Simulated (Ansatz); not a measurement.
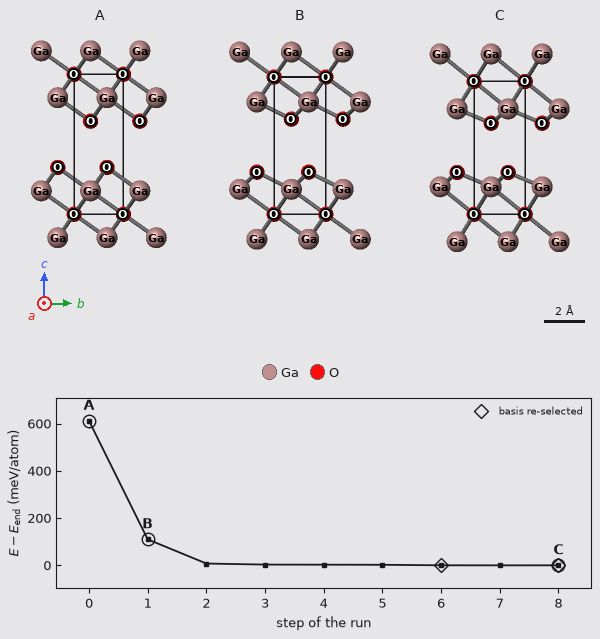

Frames of a relaxation of a crystal of Ga2O3 (a generated structure, set up in P-3m1) (coarse preliminary run), marked on the history of the run. A ball-and-stick model of the cell of the calculation, seen along the a axis.

The calculation used Ansatz 0.2.0, DFT PBE+D3(BJ), scalar-relativistic, plane waves, PAW. (plane-wave cutoff 420 eV; k-point mesh 6 × 6 × 4; occupations gaussian; smearing width 0.1 eV; no spin polarisation; cell and atoms relaxed; force threshold 0.04 eV/Å; at most 70 steps)

Question: Describe the path.

Answer: The largest moves relative to the cell, 0.27 Å, are those of Ga atoms. Largest moves by element: Ga 0.27 Å, O 0.14 Å. The volume changes by +1.7 %, with a = b 2.913 → 3.015 Å (+3.5 %), c 7.167 → 6.802 Å (−5.1 %). Some distances before and after: Ga–O 2.066 → 1.889 Å, Ga–O 2.066 → 2.238 Å. Bond angles that change, for instance: Ga–O–Ga 89.7° → 105.9°, O–Ga–O 89.7° → 105.9°, O–Ga–O 180.0° → 163.9°. The space group stays P-3m1 (No. 164). Over 6 accepted moves (8 points after the start) the energy falls by 612 meV per atom. Largest force component: 8.3 eV/Å at the start, 0.017 eV/Å at the end. Pressure: 3.46 GPa at the start and 0.00 GPa at the end. The SCF was repeated twice at an unchanged geometry on a basis and grid sized afresh for the cell, which shifted the energy by 2.2 meV per atom at most. Cost: 41 s on 1 thread of Arm Neoverse N1, on a shared host, peak memory 0.34 GiB. From step 0 to 1: O atoms move most (0.20 Å), volume +8.0 %, energy −502 meV per atom. From step 1 to 8: Ga atoms move most (0.17 Å), volume −5.8 %, energy −110 meV per atom.

```csv
step,"E − E(0), meV/atom","largest force component, eV/Å","pressure, GPa","volume, Å³/atom",note
0,0.00,8.2611,3.46,10.531,
1,-501.77,3.2795,-7.04,11.369,
2,-604.21,0.2546,-2.24,11.157,
3,-608.64,0.0798,0.21,10.813,
4,-609.02,0.0571,-0.33,10.807,
5,-609.47,0.0256,0.17,10.744,
6,-611.64,0.0299,0.46,10.744,"same geometry, new basis"
7,-611.88,0.0175,0.00,10.712,
8,-611.75,0.0172,0.00,10.712,"same geometry, new basis"
```
